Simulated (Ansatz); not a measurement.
System: Ti.

```
Ti
1.0
     4.04331    0.00000    0.00000
     0.00000    4.04331    0.00000
     0.00000    0.00000    4.04331
Ti
4
Direct
  0.00000 0.00000 0.00000
  0.50000 0.50000 0.00000
  0.50000 0.00000 0.50000
  0.00000 0.50000 0.50000
```

Space group Fm-3m; changed on purpose from its base cell (functional r2SCAN, strained and moved within the space group); computed pressure about 6 GPa in this cell; computed without spin polarisation.

Theory: DFT r2SCAN, scalar-relativistic, plane waves, PAW in Ansatz 0.2.0.

> Predict the valence pseudo-density and electron localisation function between the atoms.

Ti–Ti (2.86 Å): ρ at the midpoint is about 0.2 e/Å³; the ELF is about 0.20 at the midpoint: no shared electron pair shows on this line.
The ELF has a maximum of about 0.80 in the space between the atoms, 2.0 Å from six Ti atoms, on no atom or two-centre bond.

> Does the calculation make it a metal, or give it a gap?

It is gapless in this calculation (a metal or semimetal).

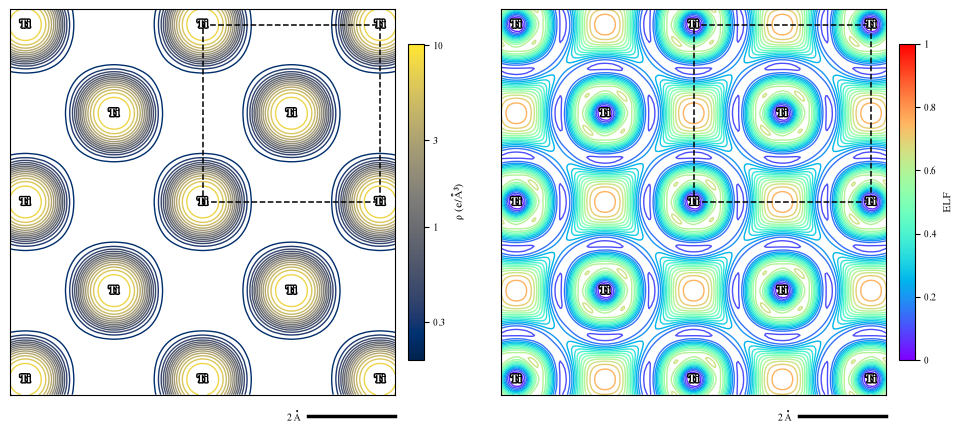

Computed valence pseudo-density and electron localisation function on the (010) plane of the conventional cell, in this order. 

Core electrons are frozen (PAW), and the valence fields are smoothed inside the atomic spheres.
